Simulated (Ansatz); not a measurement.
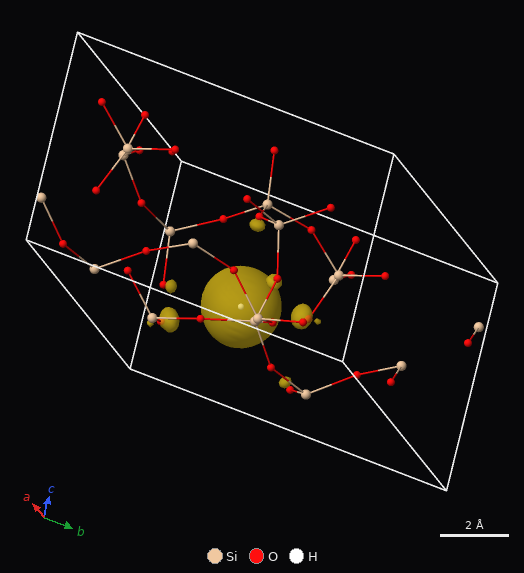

Figure 1: Si16HO32 (cell with a defect). Isosurface of the spin density (up minus down) at +0.02 e/Å³ (yellow), seen at an oblique angle. Sticks mark near contacts.

Spin-polarised.

Computed with DFT PBE, scalar-relativistic, plane waves, PAW in Ansatz.

In a PAW calculation such maps are meaningful between the atoms, not at the nuclei.

**Where is the spin, and how is it ordered?**

The spin density sits on H: +0.8 μB in one cell of 49 atoms: a single local moment. The cell of the calculation (49 atoms) carries 1.0 μB of net spin moment.
